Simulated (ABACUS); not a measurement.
**GaN: band-structure run (part 1 of 2)**

The run: band-structure run of GaN (P6₃mc, 4 atoms in the cell). Method and program: Kohn-Sham DFT of a periodic cell, PBE, spin-orbit coupling, PseudoDojo NC FR 0.4 PBE standard, no spin polarisation (ABACUS 3.10.1).

The structure derives from an entry of the Crystallography Open Database. It belongs to a series of runs on one base structure; here: bands on the converged density.

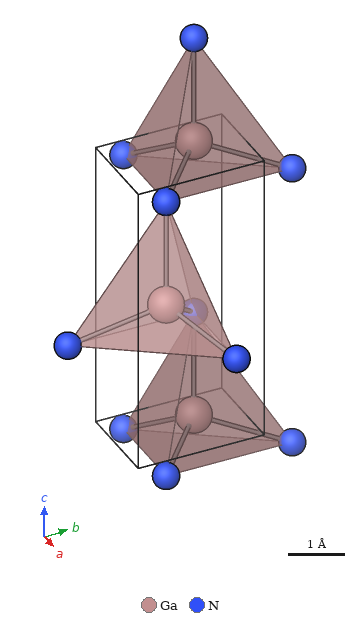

**Figure 1.** The input geometry (polyhedral view of the cell of the calculation, seen slightly off an axis; polyhedra are completed across the faces of the cell). An atom can appear more than once, as a periodic image.

**Input file**
```
INPUT_PARAMETERS
suffix              GaN
calculation         nscf
basis_type          lcao
pseudo_dir          ./
orbital_dir         ./
symmetry            -1
dft_functional      pbe
ecutwfc             100.0
pseudo_rcut         7
nspin               4
nbands              56
ks_solver           genelpa
smearing_method     fd
smearing_sigma      0.00367493
scf_thr             1e-07
scf_nmax            100
mixing_type         broyden
mixing_beta         0.4
noncolin            0
lspinorb            1
init_chg            file
out_band            1
```

**File STRU**
```
ATOMIC_SPECIES
Ga 69.7230 Ga.upf
N 14.0070 N.upf

NUMERICAL_ORBITAL
Ga_confined-atom_8au_2s2p2d.orb
N_confined-atom_6au_2s2p1d.orb

LATTICE_CONSTANT
1.8897261246

LATTICE_VECTORS
3.1800000000 0.0000000000 0.0000000000
-1.5900000000 2.7539607840 0.0000000000
0.0000000000 0.0000000000 5.1660000000

ATOMIC_POSITIONS
Direct

Ga
0.0
2
0.6666666667 0.3333333333 0.5000000000 1 1 1
0.3333333333 0.6666666667 0.0000000000 1 1 1

N
0.0
2
0.6666666667 0.3333333333 0.8750000000 1 1 1
0.3333333333 0.6666666667 0.3750000000 1 1 1
```

**File KPT**
```
K_POINTS
12
Line
0.00000000 0.00000000 0.00000000 10 // G
0.50000000 0.00000000 0.00000000 10 // M
0.33333333 0.33333333 0.00000000 10 // K
0.00000000 0.00000000 0.00000000 10 // G
0.00000000 0.00000000 0.50000000 10 // A
0.50000000 0.00000000 0.50000000 10 // L
0.33333333 0.33333333 0.50000000 10 // H
0.00000000 0.00000000 0.50000000 1 // A
0.50000000 0.00000000 0.50000000 10 // L
0.50000000 0.00000000 0.00000000 1 // M
0.33333333 0.33333333 0.00000000 10 // K
0.33333333 0.33333333 0.50000000 1 // H
```

Hardware: 4 threads of Intel Xeon (Granite Rapids), 64 GiB of memory available, shared host.

Launch command:
```bash
OMP_NUM_THREADS=1 mpirun -np 4 abacus > log
```

**The program's output**
```
ABACUS v3.10.1

               Atomic-orbital Based Ab-initio Computation at UStc

 ------------------------------------------------------------------------------------

 READING GENERAL INFORMATION
                           global_out_dir = OUT.GaN/
                           global_in_card = INPUT
                               pseudo_dir = ./
                              orbital_dir = ./
                                    DSIZE = 4
                                    GSIZE = 1

 READING UNITCELL INFORMATION
                                    ntype = 2
                  lattice constant (Bohr) = 1.88973
              lattice constant (Angstrom) = 1

 READING ATOM TYPE 1
                               atom label = Ga
                      L=0, number of zeta = 2
                      L=1, number of zeta = 2
                      L=2, number of zeta = 2
             number of atom for this type = 2
               magnetization of element 1 = [ 0, 0, 0 ]

 READING ATOM TYPE 2
                               atom label = N
                      L=0, number of zeta = 2
                      L=1, number of zeta = 2
                      L=2, number of zeta = 1
             number of atom for this type = 2
               magnetization of element 2 = [ 0, 0, 0 ]

                        TOTAL ATOM NUMBER = 4
DIRECT COORDINATES
    atom                   x                   y                   z     mag                  vx                  vy                  vz
taud_Ga1            0.6666666667        0.3333333333        0.5000000000  0.0000        0.0000000000        0.0000000000        0.0000000000
taud_Ga2            0.3333333333        0.6666666667        0.0000000000  0.0000        0.0000000000        0.0000000000        0.0000000000
taud_N1            0.6666666667        0.3333333333        0.8750000000  0.0000        0.0000000000        0.0000000000        0.0000000000
taud_N2            0.3333333333        0.6666666667        0.3750000000  0.0000        0.0000000000        0.0000000000        0.0000000000

                          Volume (Bohr^3) = 305.306
                             Volume (A^3) = 45.2417

 Lattice vectors: (Cartesian coordinate: in unit of a_0)
                +3.18                  +0                  +0
                -1.59            +2.75396                  +0
                   +0                  +0              +5.166
 Reciprocal vectors: (Cartesian coordinate: in unit of 2 pi/a_0)
            +0.314465           +0.181557                  -0
                   -0           +0.363113                  -0
                   +0                  -0           +0.193573
 The esolver type has been set to : ksdft_lcao

                PAO radial cut off (Bohr) = 7

 Read in pseudopotential file is Ga.upf
                     pseudopotential type = NC
          exchange-correlation functional = PBE
                 nonlocal core correction = 1
                        valence electrons = 13
                                     lmax = 2
                           number of zeta = 5
                     number of projectors = 10
                           L of projector = 0
                           L of projector = 0
                           L of projector = 1
                           L of projector = 1
                           L of projector = 1
                           L of projector = 1
                           L of projector = 2
                           L of projector = 2
                           L of projector = 2
                           L of projector = 2
                PAO radial cut off (Bohr) = 7

 Read in pseudopotential file is N.upf
                     pseudopotential type = NC
          exchange-correlation functional = PBE
                 nonlocal core correction = 1
                        valence electrons = 5
                                     lmax = 1
                           number of zeta = 3
                     number of projectors = 6
                           L of projector = 0
                           L of projector = 0
                           L of projector = 1
                           L of projector = 1
                           L of projector = 1
                           L of projector = 1
     initial pseudo atomic orbital number = 52

 SETUP THE ELECTRONS NUMBER
            electron number of element Ga = 13
      total electron number of element Ga = 26
             electron number of element N = 5
       total electron number of element N = 10
            AUTOSET number of electrons:  = 36
                           occupied bands = 36
                                   NLOCAL = 124
                                   NBANDS = 56
                                   NBANDS = 56
                                   NLOCAL = 124

%%%%%%%%%%%%%%%%%%%%%%%%%%%%%%%%%%%%%%%%%%%%%%%%%%%%%%%%%%%%%%%%%%%%%%%%%%%%%%%%%%%%%%%%%%%%%%%%%%%%%%%%%%
 Warning: the number of valence electrons in pseudopotential > 3 for Ga: [Ar] 3d10 4s2 4p1
 Pseudopotentials with additional electrons can yield (more) accurate outcomes, but may be less efficient.
 If you're confident that your chosen pseudopotential is appropriate, you can safely ignore this warning.
%%%%%%%%%%%%%%%%%%%%%%%%%%%%%%%%%%%%%%%%%%%%%%%%%%%%%%%%%%%%%%%%%%%%%%%%%%%%%%%%%%%%%%%%%%%%%%%%%%%%%%%%%%

 SETUP THE PLANE WAVE BASIS
 energy cutoff for charge/potential (unit:Ry) = 400
            fft grid for charge/potential = [ 40, 40, 64 ]
                        fft grid division = [ 5, 5, 4 ]
        big fft grid for charge/potential = [ 8, 8, 16 ]
                                     nbxx = 256
                                     nrxx = 25600

 SETUP PLANE WAVES FOR CHARGE/POTENTIAL
                    number of plane waves = 41217
                         number of sticks = 1003

 PARALLEL PW FOR CHARGE/POTENTIAL
     PROC   COLUMNS(POT)             PW
        1            251          10307
        2            251          10303
        3            250          10302
        4            251          10305
 --------------- sum -------------------
        4           1003          41217
                            number of |g| = 1824
                                  max |g| = 36.1715
                                  min |g| = 0

----------- Double Check Mixing Parameters Begin ------------
mixing_type: broyden
mixing_beta: 0.4
mixing_gg0: 1
mixing_gg0_min: 0.1
mixing_beta_mag: 1.6
mixing_gg0_mag: 0
mixing_ndim: 8
----------- Double Check Mixing Parameters End ------------

 SETUP K-POINTS
                                    nspin = 4
                                   nkstot = 93
K-POINTS DIRECT COORDINATES
 KPOINTS    DIRECT_X    DIRECT_Y    DIRECT_Z  WEIGHT
       1  0.00000000  0.00000000  0.00000000  1.0000
       2  0.05000000  0.00000000  0.00000000  1.0000
       3  0.10000000  0.00000000  0.00000000  1.0000
       4  0.15000000  0.00000000  0.00000000  1.0000
       5  0.20000000  0.00000000  0.00000000  1.0000
       6  0.25000000  0.00000000  0.00000000  1.0000
       7  0.30000000  0.00000000  0.00000000  1.0000
       8  0.35000000  0.00000000  0.00000000  1.0000
       9  0.40000000  0.00000000  0.00000000  1.0000
      10  0.45000000  0.00000000  0.00000000  1.0000
      11  0.50000000  0.00000000  0.00000000  1.0000
      12  0.48333333  0.03333333  0.00000000  1.0000
      13  0.46666667  0.06666667  0.00000000  1.0000
      14  0.45000000  0.10000000  0.00000000  1.0000
      15  0.43333333  0.13333333  0.00000000  1.0000
      16  0.41666666  0.16666666  0.00000000  1.0000
      17  0.40000000  0.20000000  0.00000000  1.0000
      18  0.38333333  0.23333333  0.00000000  1.0000
      19  0.36666666  0.26666666  0.00000000  1.0000
      20  0.35000000  0.30000000  0.00000000  1.0000
      21  0.33333333  0.33333333  0.00000000  1.0000
      22  0.30000000  0.30000000  0.00000000  1.0000
      23  0.26666666  0.26666666  0.00000000  1.0000
      24  0.23333333  0.23333333  0.00000000  1.0000
      25  0.20000000  0.20000000  0.00000000  1.0000
      26  0.16666666  0.16666666  0.00000000  1.0000
      27  0.13333333  0.13333333  0.00000000  1.0000
      28  0.10000000  0.10000000  0.00000000  1.0000
      29  0.06666667  0.06666667  0.00000000  1.0000
      30  0.03333333  0.03333333  0.00000000  1.0000
[... 63 further k points ...]

           k-point number in this process = 93
       minimum distributed K point number = 93

[... K-POINTS CARTESIAN COORDINATES: 93 rows ...]

[... K-POINTS DIRECT COORDINATES: 93 rows ...]

 SETUP PLANE WAVES FOR WAVE FUNCTIONS
     energy cutoff for wavefunc (unit:Ry) = 100
              fft grid for wave functions = [ 40, 40, 64 ]
                    number of plane waves = 6423
                         number of sticks = 295

 PARALLEL PW FOR WAVE FUNCTIONS
     PROC   COLUMNS(POT)             PW
        1             73           1605
        2             74           1606
        3             74           1606
        4             74           1606
 --------------- sum -------------------
        4            295           6423

 SET NONLOCAL PSEUDOPOTENTIAL PROJECTORS
 SET NONLOCAL PSEUDOPOTENTIAL PROJECTORS
 max number of nonlocal projetors among all species is 10

 -------------------------------------------
 NONSELF-CONSISTENT
 -------------------------------------------

 SETUP SEARCHING RADIUS FOR PROGRAM TO SEARCH ADJACENT ATOMS
                  longest orb rcut (Bohr) = 8
   longest nonlocal projector rcut (Bohr) = 1.94
                     search radius (Bohr) = 19.9
              searching radius is (Bohr)) = 19.9
         searching radius unit is (Bohr)) = 1.89
                         PeriodicBoundary = 1
                        Radius(unit:lat0) = 10.5
                                   glayer = [ 5, 5, 4 ]
                             glayer_minus = [ 4, 4, 3 ]

Find the coordinate range of the input atom(unit:lat0).
                                  min_tau = [ -19.1, -10.1, -15.5 ]
                                  max_tau = [ 20.7, 12.9, 20 ]
                                BoxNumber = [ 9, 9, 7 ]

 SETUP EXTENDED REAL SPACE GRID FOR GRID INTEGRATION
                          real space grid = [ 40, 40, 64 ]
                 big cell numbers in grid = [ 8, 8, 16 ]
             meshcell numbers in big cell = [ 5, 5, 4 ]
                        extended fft grid = [ 13, 13, 14 ]
                dimension of extened grid = [ 35, 35, 45 ]
                            UnitCellTotal = 75
              Atom number in sub-FFT-grid = 4
    Local orbitals number in sub-FFT-grid = 124
                                ParaV.nnr = 220164

                                 init_chg = file
 try to read charge from file
 Read in the charge density: OUT.GaN//GaN-CHARGE-DENSITY.restart

 LCAO ALGORITHM --------------- ION=   1  ELEC=   1--------------------------------
[... levels at 93 k points of this process ...]

total magnetism (Bohr mag/cell)	-1.92567e-14	-3.52757e-14	-4.05532e-13
       absolute magnetism (Bohr mag/cell) = 1.22565e-12

 Density error is 0.00000000000
----------------------------------------------------------
     Energy           Rydberg                 eV
----------------------------------------------------------
 E_KohnSham     -347.3395383517      -4725.7968622730
 E_KS(sigma->0) -347.3395383517      -4725.7968622729
 E_Harris       -347.3395383517      -4725.7968622730
 E_band         1.9440323507         26.4499170654
 E_one_elec     -103.9875354746      -1414.8230034316
 E_Hartree      86.9282700916        1182.7197905284
 E_xc           -96.2733245980       -1309.8657799369
 E_Ewald        -234.0069483707      -3183.8278694328
 E_entropy(-TS) -0.0000000000        -0.0000000000
 E_descf        0.0000000000         0.0000000000
 E_exx          0.0000000000         0.0000000000
 E_Fermi        0.8942257634         12.1665656801
----------------------------------------------------------

 charge density convergence is achieved
 final etot is -4725.7968623 eV
 EFERMI = 12.166565680 eV
```
